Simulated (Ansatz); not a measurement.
## Run report: AlAs, geometry relaxation (part 2 of 2)

AlAs (2 atoms in the cell); DFT, HSE06, plane waves, PAW, no spin polarisation (Ansatz 0.2.0); cutoff 420 eV, 6×6×6 k-mesh, Fermi–Dirac smearing of 0.02 eV. The structure derives from an entry of the Crystallography Open Database. The geometry comes from this level: r2SCAN.

Geometry of the input (Å; fractional positions):
```
0.0000  2.8389  2.8389
2.8389  0.0000  2.8389
2.8389  2.8389  0.0000
Al 0.0000  0.0000  0.0000
As 0.2500  0.2500  0.2500
```

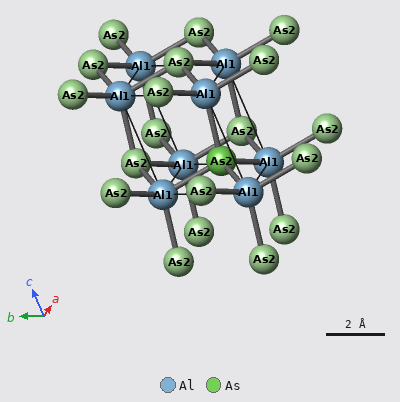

The geometry at step 1 of the log (ball-and-stick view of the cell of the calculation, seen at an oblique angle; neighbours outside the cell are drawn fainter; atoms are numbered from 1 in the order of the input).

Output, continued:
```
relax step   2: F+E_penalty+E_count = -5396.32303810 eV  Δ(F+E_penalty+E_count) = -5.156e-5 eV  max|allowed force component| = 2.421e-17 eV/Å  Δτ_max = 0.0000 Å  P = +0.013 GPa  Ω = 45.872 Å³  energy of the carried Pulay correction = -2.214e-5 eV  (13 SCF iters, accepted)
Exchange kernel: α = 0.2500, screened, ω = 0.2079 Å⁻¹, Wigner–Seitz truncation, v(0) = 1046.6530 eV·Å³, q-mesh 6×6×6, nearest image of the exchange supercell L = 24.11 Å, pair-density grid 15×15×15, without the augmentation charges, whose exchange is taken in its separable form by FFT convolution over the k-point mesh (sized by the pseudopotential files, 24×24×24 at the most), smooth part of the exact exchange by density-matrix convolution
Frozen-core exchange: fock
iter 1 solved again at ethr=1.00e-12 eV; its pass at ethr=1.00e-1 eV (dr2=1.90e-11 eV) is discarded
SCF iter   1: F=—  HF=-5396.323055 eV  |F-HF|=—  |Δ(HF+E_count)|=         —  Δρ=1.39e-6  dr2=1.71e-10  ethr=1.00e-12  ⟨swp⟩=16.5  Hψ=1581  notcnv=4  reapply=1
preconditioner: auto → none  [insulator: Δε(μ)=2.404 eV  Ē_g=11.476 eV  σ=0.020 eV  W_gap=1.00  n_scr=14 (ndim 8)  ℏωp=15.5 eV  f_vac=0.007  D(μ)=0.00/eV (n_scr^D=0)]
SCF iter   2: F=—  HF=-5396.323055 eV  |F-HF|=—  |Δ(HF+E_count)|=  2.56e-10  Δρ=7.89e-7  dr2=9.46e-11  ethr=1.00e-12  ⟨swp⟩=3.6  Hψ=507  notcnv=0
SCF iter   3: F=—  HF=-5396.323055 eV  |F-HF|=—  |Δ(HF+E_count)|=  1.78e-10  Δρ=2.45e-7  dr2=2.86e-11  ethr=1.00e-12  ⟨swp⟩=2.0  Hψ=352  notcnv=0
SCF iter   4: F=-5396.323055 eV  HF=-5396.323055 eV  |F-HF|=4.55e-12  |Δ(HF+E_count)|=  2.32e-10  Δρ=2.76e-8  dr2=6.41e-13  ethr=1.00e-12  ⟨swp⟩=6.1  Hψ=564  notcnv=0
SCF 8 converged in 4 iterations: F = -5396.323055 eV  dr2 = 6.41e-13
hybrid outer 1: dexx = +3.596e-9 eV, tail = 3.56e-9 eV
Exchange kernel: α = 0.2500, screened, ω = 0.2079 Å⁻¹, Wigner–Seitz truncation, v(0) = 1046.6530 eV·Å³, q-mesh 6×6×6, nearest image of the exchange supercell L = 24.11 Å, pair-density grid 15×15×15, without the augmentation charges, whose exchange is taken in its separable form by FFT convolution over the k-point mesh (sized by the pseudopotential files, 24×24×24 at the most), smooth part of the exact exchange by density-matrix convolution
Frozen-core exchange: fock
SCF iter   1: F=—  HF=-5396.323055 eV  |F-HF|=—  |Δ(HF+E_count)|=         —  Δρ=4.12e-8  dr2=2.77e-13  ethr=1.11e-12  ⟨swp⟩=13.8  Hψ=900  notcnv=1
preconditioner: auto → none  [insulator: Δε(μ)=2.096 eV  Ē_g=11.192 eV  σ=0.020 eV  W_gap=1.00  n_scr=14 (ndim 8)  ℏωp=15.5 eV  f_vac=0.007  D(μ)=0.00/eV (n_scr^D=0)]
SCF iter   2: F=-5396.323055 eV  HF=-5396.323055 eV  |F-HF|=9.09e-13  |Δ(HF+E_count)|=    0.00e0  Δρ=8.00e-9  dr2=5.62e-14  ethr=1.00e-12  ⟨swp⟩=2.0  Hψ=352  notcnv=0
SCF 9 converged in 2 iterations: F = -5396.323055 eV  dr2 = 5.62e-14
  Residual-converged pass: ⟨swp⟩=3.3  Hψ=502  notcnv=0  max |occ|·‖R‖ = 9.9e-9 eV (tolerance 1.0e-8 eV)  dr2=5.12e-14  dr2_onsite=6.03e-15  max |Δocc| = 0.0e0
hybrid outer 2: dexx = +4.263e-13 eV, tail = 1.28e-13 eV, Δε = 3.27e-6 eV (about 3.27e-6 eV left of the loop's levels)
relax step   3: F+E_penalty+E_count = -5396.32305502 eV  Δ(F+E_penalty+E_count) = -1.692e-5 eV  max|allowed force component| = 3.867e-17 eV/Å  Δτ_max = 0.0000 Å  P = +0.013 GPa  Ω = 45.872 Å³  stress off target by 1.34e-2 GPa  SCF on the basis re-selected at this cell (its energy is not comparable with the rows above)  (6 SCF iters)
```

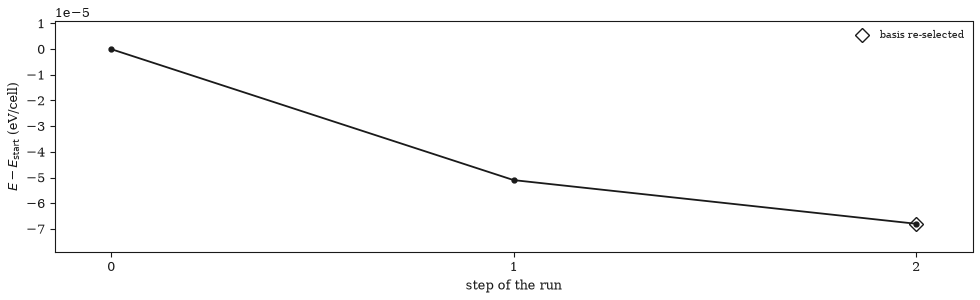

Progress of the relaxation, step by step (the first geometry is step 0 here and step 1 in the log). The atoms keep their places relative to the cell (all moves are under 0.005 Å). Over 1 geometry step the energy falls by 0.1 meV per cell of the calculation. All forces vanish by symmetry, so only the cell relaxes. Pressure: 0.20 GPa at the start and 0.01 GPa at the end. A last SCF at the same geometry on a re-selected plane-wave basis shifts the energy by next to nothing (0.0 meV per cell of the calculation).

```
basis re-selected at this cell: Δ(F+E_penalty+E_count) = -1.692e-5 eV, ΔP = +0.001 GPa vs the last step (what re-selecting the basis moved, of the pressure what is left beyond the Pulay correction that the steps carried, after the strain that the cell walked since its last selection, with what the two solves' SCF thresholds leave and, on support functions, any second-order correction that the steps lacked; it is no measure of the basis error at this ecutwfc). This SCF's stress stands 1.34e-2 GPa from its target on what of the cell is left free (relax.cell.stress_tol is 5.00e-2 GPa) and its largest allowed force component is 3.87e-17 eV/Å (relax.f_tol is 5.00e-3 eV/Å): within both
hybrid SCF converged: 2 outer / 6 inner (+0 warm-up), last move |dexx| = 4.26e-13 eV, tail = 1.28e-13 eV
Stability not checked: this state was not tested for a lower state beside it, because the functional holds exact exchange (a hybrid, or Hartree-Fock), whose exchange loop this test does not read (fock_operator; see scf.lower_state_search)
Free energy (F): -5396.323055 eV
Frozen-core exchange: fock
Harris-Foulkes:  -5396.323055 eV  (|F-HF|=9.09e-13)
Internal energy: -5396.323055 eV  (E = F + TS)
E sigma→0 (E₀):  -5396.323055 eV
Fermi energy:    6.850528 eV
--- Per-component energies (eV) ---
  E_band       = -313.420336
  E_kinetic    = 125.850960
  E_local      = -2123.065409  (includes V_loc(G=0)·N_el)
  E_nonlocal   = -660.987031
  E_hartree    = 1135.661892
  E_xc         = -96.556799
  E_vxc        = -87.566347  (∫ρ·V_xc dr)
  E_exx        = -64.922769  (= α·E_x^exact, valence–valence)
  E_paw        = -2260.714425  (= ΣΔE_a)
  E_vpaw       = 290.869232  (= ΣTr[D̂ρ^β])
  E_aug_tail   = 0.000006  (compensation charges beyond the density's cutoff)
  E_ewald      = -1450.784389
  E_core_change = -0.805092  (= ΣΔE_core)
  E_smearing   = -0.000000  (= −TS)
  E_closure    = 0.000000  (closes the sum)
  Σ components = -5396.323055   (vs F -5396.323055, Δ=-9.09e-13)
--- Forces (eV/Å), atoms counted from 1 ---
  atom   1  Al     0.00000000    -0.00000000    -0.00000000
  atom   2  As    -0.00000000    -0.00000000    -0.00000000
  max |Σ_I F_I| component: 7.99e-17 eV/Å
--- Stress (GPa, compression-positive) ---
        0.013394       0.000000       0.000000
        0.000000       0.013394       0.000000
       -0.000000       0.000000       0.013394
  P = ⅓ Tr σ = 0.0134 GPa (0.134 kbar)
--- Band table (eV; the first three rows and the last of 16) ---
  k-point 0: bands = ["-31.9392", "-31.9392", "-31.9392", "-31.9283", "-31.9283", "-7.1827", "5.8023", "5.8023", "5.8023", "8.6564", "10.9390"]
  k-point 1: bands = ["-31.9391", "-31.9390", "-31.9390", "-31.9282", "-31.9282", "-6.8868", "3.6079", "5.5246", "5.5246", "9.4234", "11.4017"]
  k-point 2: bands = ["-31.9390", "-31.9386", "-31.9386", "-31.9281", "-31.9281", "-6.1355", "0.9515", "5.0906", "5.0906", "8.9295", "11.5340"]
  k-point 15: bands = ["-31.9393", "-31.9381", "-31.9375", "-31.9285", "-31.9277", "-4.9685", "0.1504", "2.6527", "2.9393", "9.7012", "10.7125"]
  guard bands above this table: 2 of the run's 13 bands. The solve was not asked for them (output.publish_guard_bands: true or output.eigenvalues: true publishes all)
--- Relaxed structure (2 steps of the walk, 2 accepted, 1 SCFs on fresh bases) ---
  F+E_penalty+E_count = -5396.32305502 eV   max|allowed force component| = 3.867e-17 eV/Å   (the final SCF, on the basis selected at the relaxed cell)
  cell:  # Å, volume = 45.8722 Å³
    - [4.044451551110875e-34, 2.841231000729359, 2.841231000729359]
    - [2.841231000729359, 2.1878253666245443e-33, 2.841231000729359]
    - [2.841231000729359, 2.841231000729359, 1.8852876521713686e-33]
  atoms:
    - { symbol: Al, position: [-3.8160061527118605e-34, 4.381340397558062e-34, 3.7594727282272406e-34] }
    - { symbol: As, position: [0.24999999999999997, 0.24999999999999997, 0.24999999999999997] }
```

Trajectory as extended XYZ (Å, eV, eV/Å), 3 frames, from step=1 to step=3:
```
2
Lattice="0.0000 2.8389 2.8389 2.8389 0.0000 2.8389 2.8389 2.8389 0.0000" Properties=species:S:1:pos:R:3:forces:R:3 step=1 energy=-5396.32299 pressure_GPa=0.20
Al    0.0000    0.0000    0.0000    0.0000   0.0000   0.0000
As    1.4195    1.4195    1.4195    0.0000   0.0000   0.0000
2
Lattice="0.0000 2.8412 2.8412 2.8412 0.0000 2.8412 2.8412 2.8412 0.0000" Properties=species:S:1:pos:R:3:forces:R:3 step=2 energy=-5396.32304 pressure_GPa=0.01
Al    0.0000    0.0000    0.0000    0.0000   0.0000   0.0000
As    1.4206    1.4206    1.4206    0.0000   0.0000   0.0000
2
Lattice="0.0000 2.8412 2.8412 2.8412 0.0000 2.8412 2.8412 2.8412 0.0000" Properties=species:S:1:pos:R:3:forces:R:3 step=3 energy=-5396.32305 pressure_GPa=0.01
Al    0.0000    0.0000    0.0000    0.0000   0.0000   0.0000
As    1.4206    1.4206    1.4206    0.0000   0.0000   0.0000
```

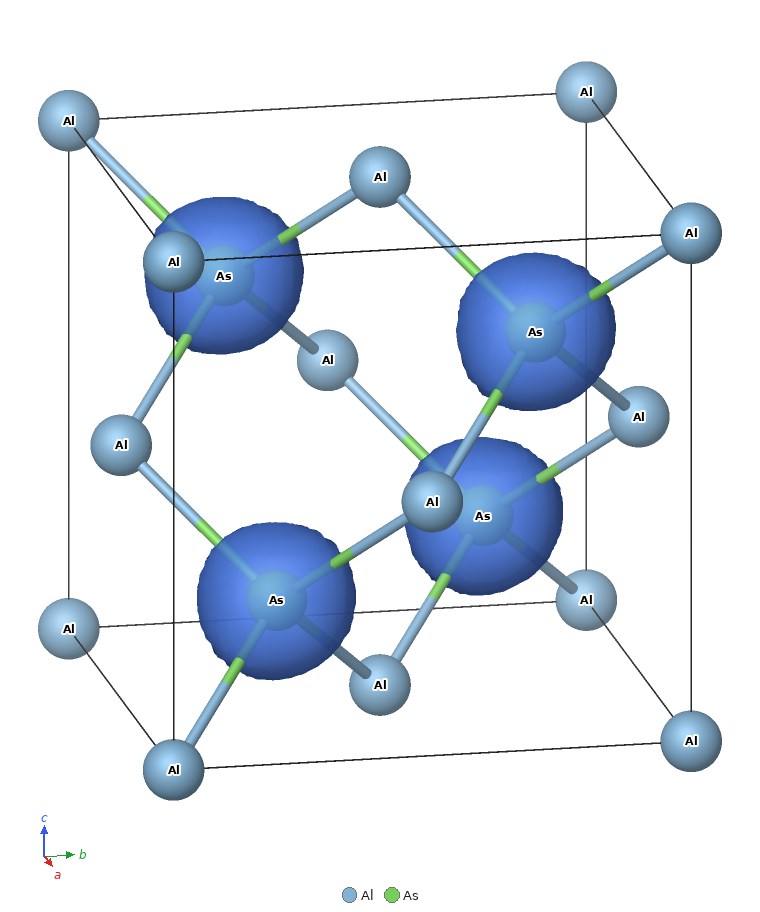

Isosurface of the valence pseudo-density at 0.8 e/Å³ (blue), seen slightly off an axis. Sticks mark near contacts. The outline is the cell set on symmetry axes. At this value the density breaks into separate islands; it holds about 60 % of the electrons treated as valence. It is pinched off along the Al–As (2.46 Å) contacts. On the grid the lowest density along these lines, outside the cores, is 0.35 e/Å³ (Al–As, 2.46 Å). Core electrons are frozen (PAW), so the fields are smoothed inside the atomic spheres.

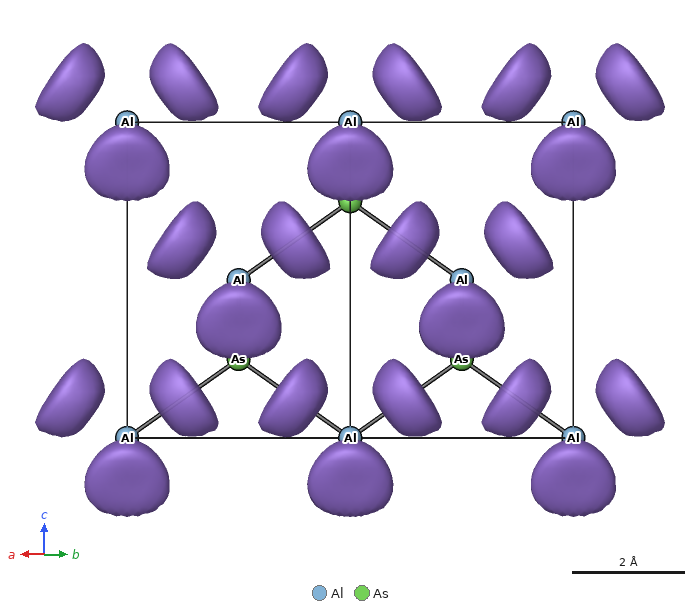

Isosurface of the ELF at 0.75 (purple), seen along [110]. Only the valence region is drawn (cores and ρ < 0.01 e/Å³ removed). Sticks mark near contacts. The outline is the cell set on symmetry axes. The ELF exceeds this value in 16 regions between bonded Al–As atoms (shared pairs), counted in one cell of 8 atoms. Along the contacts the grid gives the following.

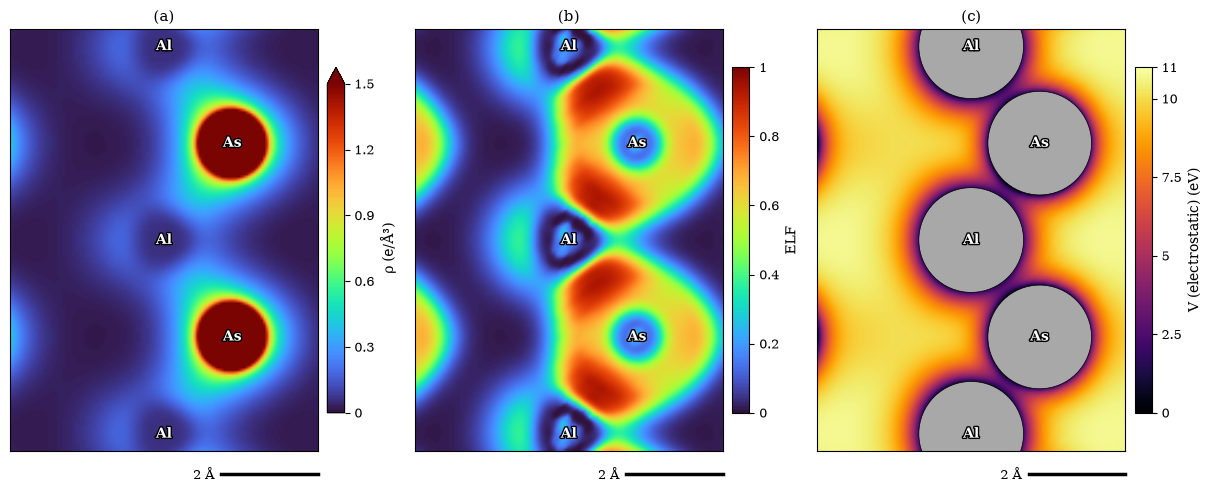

(a) valence charge density (pseudo); (b) ELF; (c) electrostatic potential (local pseudopotential plus Hartree) felt by an electron on the (110) plane of the conventional cell. Grey discs, where drawn, cover atomic cores. The section cuts through Al and As sites. Away from the nuclei the density in this plane falls to 0.02 e/Å³ at its lowest. Outside the cores the potential energy rises away from the atoms and is highest about 2.4 Å from the nearest atoms; outside the discs it spans about 11 eV, and its zero is arbitrary.

Key numbers:

- outcome: converged
- space group (tolerance 0.01 Å): F-43m (216)
- electrons treated: 18
- free energy: −5396.3231 eV
- Fermi energy: 6.851 eV
- gap on the k-point mesh: 2.10 eV
- pressure: 0.01 GPa
- final volume: 45.87 Å³
- largest force (length of the vector) at the end: under 0.001 eV/Å
- final cell: a = 4.018 Å, b = 4.018 Å, c = 4.018 Å, α = 60.00°, β = 60.00°, γ = 60.00°
- hardware: 2 threads of an x86-64 CPU, shared host
- wall time: 55 s (CPU time 99 s)
- peak memory: 1.4 GiB
